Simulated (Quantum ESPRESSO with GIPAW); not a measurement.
## SiC (Moissanite): from the crystal structure to its NMR spectrum

Wanted: NMR shieldings for each site of SiC (Moissanite).

Program: Quantum ESPRESSO with GIPAW 8.0dev (patched build). Level of theory: DFT, PBEsol, plane-wave PAW (pslibrary 1.0.0 recipes), scalar-relativistic, GIPAW; a patched development version of the program. Results are calculated unless marked as measured.

### 1. Starting point

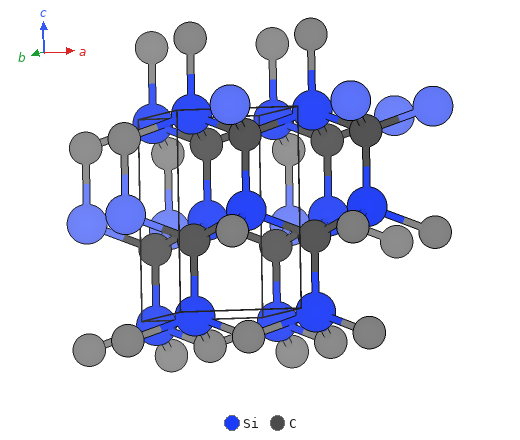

Start, viewed slightly off an axis; silicon blue, carbon dark grey. 2×2×1 cells are drawn. Some periodic images of atoms are drawn too.

The cell is an entry of the Crystallography Open Database; it need not be the form that is stable at ambient conditions.

This structure had its atoms relaxed beforehand (DFT, PBEsol, plane-wave PAW (pslibrary 1.0.0 recipes), Quantum ESPRESSO with GIPAW), starting from the database entry, since shieldings follow bond lengths closely.

### 2. Self-consistent run

The shielding is a linear response of the occupied states, which this run provides. It is converged far beyond what an energy needs, since the response uses the wavefunctions themselves. No empty states are asked for: the response is solved without them. The mesh has a spacing of 0.24 Å⁻¹ at most. The PAW files were made with ld1.x from the pslibrary 1.0.0 recipes, with GIPAW reconstruction switched on.

Input file scf.in:

```
&control
  calculation = 'scf'
  prefix = 'x'
  outdir = './tmp/'
  pseudo_dir = './'
/
&system
  ibrav = 0
  nat = 4
  ntyp = 2
  ecutwfc = 55
  ecutrho = 330
  nbnd = 8
/
&electrons
  conv_thr = 1.0d-10
  mixing_beta = 0.7
  electron_maxstep = 100
/
ATOMIC_SPECIES
  Si 28.085 Si.pbesol-n-kjpaw_psl.1.0.0-gipaw.UPF
  C 12.011 C.pbesol-n-kjpaw_psl.1.0.0-gipaw.UPF
CELL_PARAMETERS angstrom
  3.07600000 0.00000000 0.00000000
  -1.53800000 2.66389414 0.00000000
  0.00000000 0.00000000 5.04800000
ATOMIC_POSITIONS crystal
  Si 0.66666667 0.33333333 0.50459358
  Si 0.33333333 0.66666667 0.00459358
  C 0.66666667 0.33333333 0.88040642
  C 0.33333333 0.66666667 0.38040641
K_POINTS automatic
  10 10 6 0 0 0
```

Command:

```
mpirun -np 4 pw.x -nk 4 -in scf.in > scf.out
```

Output:

```text
using ibrav=0 with symmetry is DISCOURAGED, use correct ibrav instead

     bravais-lattice index     =            0
     lattice parameter (alat)  =       5.8128  a.u.
     unit-cell volume          =     279.1382 (a.u.)^3
     number of atoms/cell      =            4
     number of atomic types    =            2
     number of electrons       =        16.00
     number of Kohn-Sham states=            8
     kinetic-energy cutoff     =      55.0000  Ry
     charge density cutoff     =     330.0000  Ry
     scf convergence threshold =      1.0E-10
     mixing beta               =       0.7000
     number of iterations used =            8  plain     mixing
     Exchange-correlation= SLA-PW-PSX-PSC
                           (   1   4  10   8   0   0   0)
[...]
Si                4.00    28.08500     Si( 1.00)
     C                 4.00    12.01100     C ( 1.00)

     12 Sym. Ops. (no inversion) found ( 6 have fractional translation)
[...]
number of k points=    56
[...]
Dense  grid:    28327 G-vectors     FFT dimensions: (  36,  36,  60)

     Smooth grid:    15375 G-vectors     FFT dimensions: (  27,  27,  48)

     Check: negative core charge=   -0.000004

     Initial potential from superposition of free atoms

     starting charge      15.9988, renormalised to      16.0000
     Starting wfcs are   16 randomized atomic wfcs

     Self-consistent Calculation

     iteration #  1     ecut=    55.00 Ry     beta= 0.70
     Davidson diagonalization with overlap
     ethr =  1.00E-02,  avg # of iterations =  2.0

     total energy              =    -127.28103720 Ry
     estimated scf accuracy    <       0.83457654 Ry

     iteration #  2     ecut=    55.00 Ry     beta= 0.70
     Davidson diagonalization with overlap
     ethr =  5.22E-03,  avg # of iterations =  2.6

     total energy              =    -127.56892935 Ry
     estimated scf accuracy    <       0.19270894 Ry

     iteration #  3     ecut=    55.00 Ry     beta= 0.70
     Davidson diagonalization with overlap
     ethr =  1.20E-03,  avg # of iterations =  1.9

     total energy              =    -127.57049611 Ry
     estimated scf accuracy    <       0.02049197 Ry

[...]
total energy              =    -127.58415387 Ry
[...]
iteration # 29     ecut=    55.00 Ry     beta= 0.70
     Davidson diagonalization with overlap
     ethr =  1.76E-11,  avg # of iterations =  3.5

     total energy              =    -127.58415387 Ry
     estimated scf accuracy    <          3.9E-10 Ry

     iteration # 30     ecut=    55.00 Ry     beta= 0.70
     Davidson diagonalization with overlap
     ethr =  2.45E-12,  avg # of iterations =  2.2

     End of self-consistent calculation
     [one-electron energies left out]

!    total energy              =    -127.58415387 Ry
     total all-electron energy =     -1309.906498 Ry
     estimated scf accuracy    <          1.7E-11 Ry

     The total energy is the sum of the following terms:
     one-electron contribution =      12.16450956 Ry
     hartree contribution      =       4.65612755 Ry
     xc contribution           =     -21.68008787 Ry
     ewald contribution        =     -41.80854952 Ry
     one-center paw contrib.   =     -80.91615358 Ry

     convergence has been achieved in  30 iterations
[...]
JOB DONE.
```

Elapsed: 22 s, on 4 MPI ranks of Arm Neoverse V1, shared host; peak memory 0.54 GiB.

It converged in 30 cycles to an estimated accuracy of 2e-11 Ry, on 56 irreducible k-points.

### 3. GIPAW: job nmr

The job finds the current that a weak uniform field induces (applied as a long wave, q_gipaw) and the field that this current makes at each nucleus. On atoms with p or d valence electrons much of the paramagnetic part arises close to the nucleus, where the PAW partial waves rebuild the true states. pawproj makes the reconstruction use the PAW data sets' own projectors.

Input file nmr.in:

```
&inputgipaw
  job = 'nmr'
  prefix = 'x'
  tmp_dir = './tmp/'
  restart_mode = 'from_scratch'
  verbosity = 'low'
  q_gipaw = 0.01
  spline_ps = .true.
  conv_threshold = 1.0d-11
  use_nmr_macroscopic_shape = .false.
  pawproj(1) = .true.
  pawproj(2) = .true.
/
```

Command:

```
mpirun -np 4 gipaw.x -in nmr.in > nmr.out
```

Output:

```text
[banner, memory and clock lines left out]
[a note of our patched build left out]

     Parallelizing q-star over 1 images

     IMPORTANT: XC functional enforced from input :
     Exchange-correlation= PBESOL
                           (   1   4  10   8   0   0   0)
     Any further DFT definition will be discarded
     Please, verify this is what you really want

     Check: negative core charge=   -0.000004
[...]
WARNING: some symmetry operations do not permute x, y and z, so the susceptibility and the shape term are
     wrong: all shieldings move alike (in wurtzite BN nosym gave 13 and 6 ppm more at 3 and 6 points an axis).
     Run pw.x with nosym, and raise the mesh until the susceptibility stays

     alpha_pv=     31.1885 eV

     spline_ps is .false., expect some extrapolation errors

     q-space interpolation up to    66.00 Rydberg

     GIPAW job: nmr
     NMR macroscopic correction: no
[...]
Computing the magnetic susceptibility     isolve=0    ethr=  0.1000E-10
     Starting from scratch
     k-point #    1 of    56      pool #  1    cpu time:       0.7
[...]
End of magnetic susceptibility calculation

     f-sum rule (1st term):
           -16.1215         -0.0000          0.0000
            -0.0000        -16.1215          0.0000
             0.0000         -0.0000        -16.1087

     f-sum rule (2nd term):
            -0.1106          0.0000          0.0000
             0.0000         -0.1106          0.0000
             0.0000          0.0000         -0.1112

     f-sum rule (should be   -16.2195):
           -16.2322         -0.0000          0.0000
            -0.0000        -16.2322          0.0000
             0.0000         -0.0000        -16.2199

[... susceptibilities left out ...]
     Contributions to the NMR chemical shifts: -------------------------------

     Macroscopic shape contribution in ppm:                    0.00
             0.0000          0.0000          0.0000
             0.0000          0.0000          0.0000
             0.0000          0.0000          0.0000

     Core contribution in ppm:

     Atom  1  Si  pos: (  0.500000  0.288675  0.828085)  core sigma:         836.91
     Atom  2  Si  pos: ( -0.000000  0.577350  0.007538)  core sigma:         836.91
     Atom  3  C   pos: (  0.500000  0.288675  1.444828)  core sigma:         199.99
     Atom  4  C   pos: ( -0.000000  0.577350  0.624282)  core sigma:         199.99

     Bare contribution in ppm:

     Atom  1  Si  pos: (  0.500000  0.288675  0.828085)  bare sigma:         -28.96
[...]
Atom  2  Si  pos: ( -0.000000  0.577350  0.007538)  bare sigma:         -28.96
[...]
Atom  3  C   pos: (  0.500000  0.288675  1.444828)  bare sigma:          -1.62
[...]
Atom  4  C   pos: ( -0.000000  0.577350  0.624282)  bare sigma:          -1.62
[...]
Diamagnetic contribution in ppm:

     Atom  1  Si  pos: (  0.500000  0.288675  0.828085)  dia sigma:           1.84
[...]
Atom  2  Si  pos: ( -0.000000  0.577350  0.007538)  dia sigma:           1.84
[...]
Atom  3  C   pos: (  0.500000  0.288675  1.444828)  dia sigma:           4.67
[...]
Atom  4  C   pos: ( -0.000000  0.577350  0.624282)  dia sigma:           4.67
[...]
Paramagnetic contribution in ppm:

     Atom  1  Si  pos: (  0.500000  0.288675  0.828085)  para sigma:        -473.89
[...]
Atom  2  Si  pos: ( -0.000000  0.577350  0.007538)  para sigma:        -473.89
[...]
Atom  3  C   pos: (  0.500000  0.288675  1.444828)  para sigma:         -34.04
[...]
Atom  4  C   pos: ( -0.000000  0.577350  0.624282)  para sigma:         -34.04
[...]
Paramagnetic US occ-occ contribution in ppm:

     Atom  1  Si  pos: (  0.500000  0.288675  0.828085)  para_oo sigma:          -1.07
[...]
Atom  2  Si  pos: ( -0.000000  0.577350  0.007538)  para_oo sigma:          -1.07
[...]
Atom  3  C   pos: (  0.500000  0.288675  1.444828)  para_oo sigma:          -0.34
[...]
Atom  4  C   pos: ( -0.000000  0.577350  0.624282)  para_oo sigma:          -0.34
[...]
Paramagnetic US L_R Q_R contribution in ppm:

     Atom  1  Si  pos: (  0.500000  0.288675  0.828085)  para_lq sigma:          17.36
[...]
Atom  2  Si  pos: ( -0.000000  0.577350  0.007538)  para_lq sigma:          17.36
[...]
Atom  3  C   pos: (  0.500000  0.288675  1.444828)  para_lq sigma:         -24.78
[...]
Atom  4  C   pos: ( -0.000000  0.577350  0.624282)  para_lq sigma:         -24.78
[...]
Total NMR chemical shifts in ppm: ---------------------------------------
     (adopting the Simpson convention for anisotropy and asymmetry)-----------

     Atom  1  Si  pos: (  0.500000  0.288675  0.828085)  Total sigma:         352.20
           352.9485          0.0000         -0.0000
             0.0000        352.9485          0.0000
            -0.0000          0.0000        350.6953

     Si      1    anisotropy:     -2.25    eta:    0.0000
[...]
Atom  2  Si  pos: ( -0.000000  0.577350  0.007538)  Total sigma:         352.20
[... its tensor is left out ...]
     Atom  3  C   pos: (  0.500000  0.288675  1.444828)  Total sigma:         143.87
           140.7392          0.0000         -0.0000
             0.0000        140.7392          0.0000
            -0.0000          0.0000        150.1246

     C       3    anisotropy:      9.39    eta:    0.0000
[...]
Atom  4  C   pos: ( -0.000000  0.577350  0.624282)  Total sigma:         143.87
[... its tensor is left out ...]
```

It took 1.7 min on 4 MPI ranks; peak memory 0.27 GiB.

The f-sum rule is met to 0.013 of 16.2 (0.08 %). Converged shieldings require that this miss be small, but a small miss does not prove them. gipaw.x warns that with these symmetry operations the susceptibility and the shape term are unreliable; the other terms are not touched.

From the symmetric part of each tensor, with principal values σ11 ≤ σ22 ≤ σ33: σ_iso is their mean, the span is σ33 − σ11 and the skew 3(σ_iso − σ22)/span. (gipaw.x prints an anisotropy in another convention.)

```
site  atom no.  atoms in cell  σ_iso (ppm)  span (ppm)   skew
  Si         1              2        352.2         2.3  -1.00
   C         3              2        143.9         9.4   1.00
```

The macroscopic shape term is switched off. Differences within the crystal don't depend on it, but shieldings of different compounds can't be compared to better than a few ppm without it.

An axis of order three or more runs through Si and C, so two principal values coincide and the skew is ±1. In this run the largest span is that of C (site symmetry 3m), with principal values 140.7, 140.7 and 150.1 ppm.

How the isotropic values are made up (ppm). The core part is that of the free atom's core; bare is the current of the smooth valence states; the last two are what the PAW spheres add to the diamagnetic and the paramagnetic current:

```
site   core   bare  reconstruction, dia  reconstruction, para
  Si  836.9  -29.0                  1.8                -457.6
   C  200.0   -1.6                  4.7                 -59.2
```

### 4. Sites, surroundings and shifts

A shielding is counted from the bare nucleus and a shift from a reference compound, with the opposite sign. Here the reference is a mean over several measured solids, with the slope held at one.

To turn shieldings into shifts, lines fitted to measured solids are used. 13C: δ = (162.1 − σ), zero at TMS, fitted to 4 measured values, from C, Li2CO3, MgCO3 and Na2CO3, with a scatter of 0.92 ppm r.m.s. (this compound left out), on σ without the shape term. Kinds of site that fitted badly were split off after the misses were seen, so the scatter is that of the points kept.

Covalently bonded atoms count as neighbours within 1.18 times the sum of their radii. Otherwise a cation's neighbours lie within 1.2 times its shortest bond (1.3 for large cations, each anion's radius taken off where they differ), and an anion's are the cations that count it.

```
site  atom no.  atoms in cell  surroundings     bonds (Å)  δ_iso (ppm)
  Si         1              2          SiC4  1.88 to 1.90            -
   C         3              2          CSi4  1.88 to 1.90         18.3
```

Simulated spectrum, 13C MAS at 12.5 kHz, 20 T (214.2 MHz), lines broadened by 0.8 ppm; rigid lattice, with dipolar and J couplings left out: a single narrow line at 18.3 ppm.

### 5. Outcome

```json
{"13C shift": "18.3 ppm", "29Si shielding without shape term": "352.2 ppm"}
```

What this shows: 13C has one site (CSi4), with isotropic shift 18.3 ppm. No sound run at another cutoff or mesh is at hand, so convergence rests on the f-sum rule and on experience with these files. This build of gipaw.x prints that it is not audited and that its numbers are no references by themselves. It also reports spline_ps as false although the input sets it; why was not traced.

[Banner, clock, file and message-heading lines were taken out of the pw.x and gipaw.x logs.]

[Logs are printed without paths, hosts, clocks, repeated set-up lines and the standing remarks that a program may print on its own settings, such as how far it seeks lower states.]

[Hosts, paths, dates, database ids (printed as entryN), source tags and the programs' standing remarks are cut or masked in the printed files.]

[Where no reference line passes its bar on scatter, no shift is given, so a measured shift of this compound may stand uncompared.]
